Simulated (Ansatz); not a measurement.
This input was run:

```
crystal:
  lattice:
    - [3.5967066994, 0.0, 0.0]
    - [-1.7983533497, 3.1148393716, 0.0]
    - [0.0, 0.0, 5.9430704762]
  atoms:
    - { symbol: Hf, position: [0.0, 0.0, 0.0] }
    - { symbol: S, position: [0.6666666667, 0.3333333333, 0.756541929] }
    - { symbol: S, position: [0.3333333333, 0.6666666667, 0.243458071] }
kpoints:
  mp_grid: { grid: [12, 12, 6] }
  band_path:
    path:
      - [0.0, 0.0, 0.0]
      - [0.5, 0.0, 0.0]
      - [0.3333333333, 0.3333333333, 0.0]
      - [0.0, 0.0, 0.5]
      - [0.5, 0.0, 0.5]
      - [0.3333333333, 0.3333333333, 0.5]
    npoints: 1
hamiltonian:
  xc: pbesol
scf:
  occupations: { method: fermi_dirac, width: 0.03 }
  n_extra_bands: 4
output:
  forces: true
  stress: true
  eigenvalues: true
```

Run as:
```bash
ansatz run input.yaml --threads 2 --pin off --max-ram 20275MiB --backend cpu --events-out ev --progress --plain --runs-dir out
```

What will the density of states look like?

There is a gap; over the k points computed it is 0.94 eV (indirect; the smallest direct gap is 1.79 eV). Within the window shown, the tallest peak of the filled states lies 2.6 eV under the valence-band top, at about 5.9 states per eV and cell.

Spin-orbit coupling is left out, which matters for Hf.

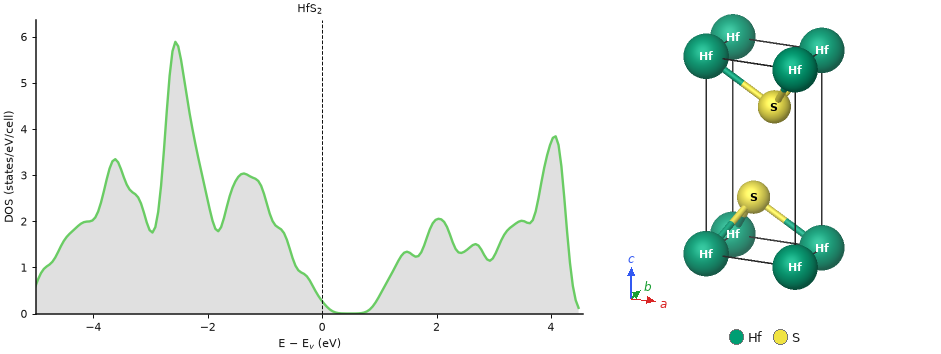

Density of states, beside the structure. Energies are counted from the top of the valence band. The curve is built from the levels of the k mesh with Gaussians 0.3 eV wide, which also blur the band edges.
